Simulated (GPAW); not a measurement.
System: GaP (space group F-43m).

Computed with GPAW 26.7.0: PAW DFT in plane waves, on a grid or in atomic orbitals, no spin polarisation; energies at scaled volumes of the given cell, shape and fractions fixed, counted from the fit's minimum, third-order Birch-Murnaghan fit. All runs: no spin polarisation.

- k mesh: 8×8×8
- occupations: Fermi–Dirac
- smearing width: 0.05 eV
- wave cutoff: 600 eV

Settings that differ: LDA: potentials GPAW-PAW-data-sets-(gpaw-data-1.2.1); PBEsol: potentials PAW-data-sets-made-by gpaw-setup-for-the-functional; r2SCAN: potentials GPAW-PAW-data-sets-(gpaw-data-1.2.1).

What does the calculation give for the energy against volume, with one curve for each functional? The cases: LDA; PBEsol; r2SCAN.

The fitted equilibrium volumes, smallest first, are LDA 20.074, r2SCAN 20.562, PBEsol 20.592 Å³/atom. The fitted bulk moduli, smallest first, are PBEsol 87.2, r2SCAN 90.4, LDA 92.3 GPa.

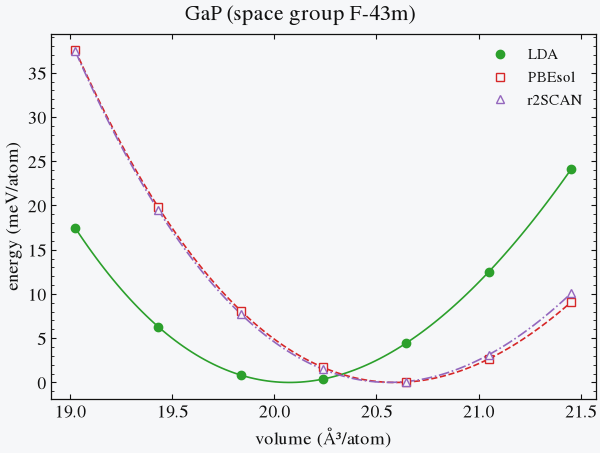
